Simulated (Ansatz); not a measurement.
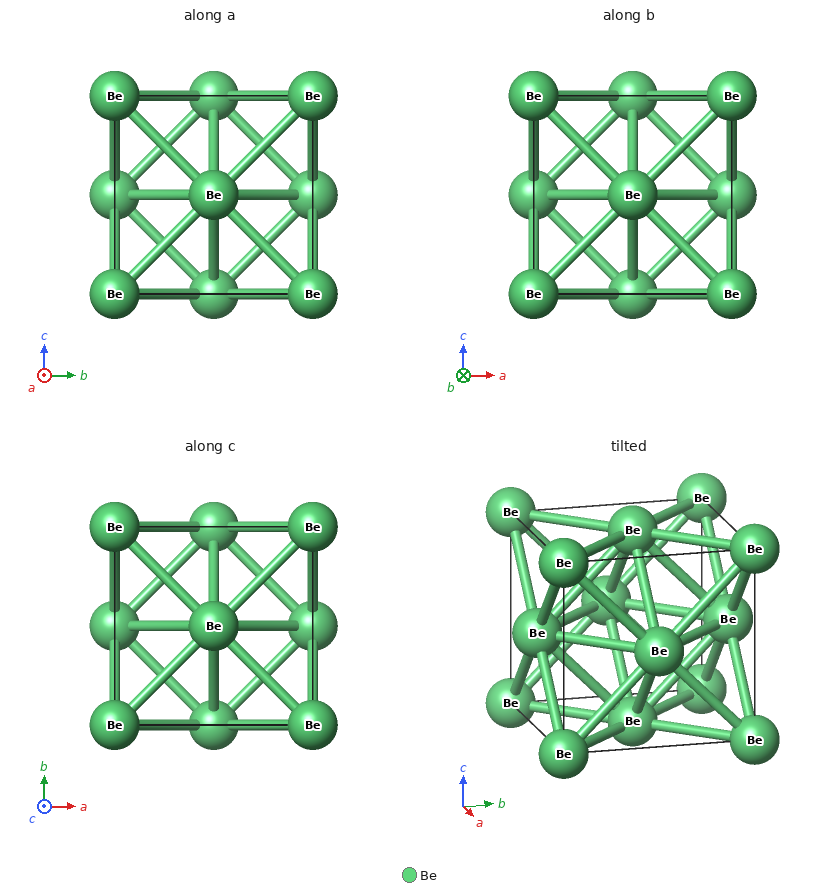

This ball-and-stick model is shown along the a axis, along the b axis, along the c axis and slightly off an axis. Lines trace the edges of the conventional unit cell.

Lattice parameters: a = 3.1601 Å, b = 3.1601 Å, c = 3.1601 Å, α = 90.000°, β = 90.000°, γ = 90.000°.

Question: Set out the cell and atoms as a CIF with its space group and independent sites.

Answer:
```cif
data_structure
_symmetry_space_group_name_H-M 'F m -3 m'
_symmetry_Int_Tables_number 225
_cell_length_a 3.1601
_cell_length_b 3.1601
_cell_length_c 3.1601
_cell_angle_alpha 90.000
_cell_angle_beta 90.000
_cell_angle_gamma 90.000
_cell_volume 31.56
loop_
_atom_site_label
_atom_site_type_symbol
_atom_site_symmetry_multiplicity
_atom_site_Wyckoff_symbol
_atom_site_fract_x
_atom_site_fract_y
_atom_site_fract_z
_atom_site_occupancy
Be1 Be 4 a 0.0000 0.0000 0.0000 1
```

Its origin is a structure type filled with this element by a generator (whether the element takes this form wasn't checked). The cell was then strained or its atoms displaced on purpose. It was run through Ansatz as a DFT input.
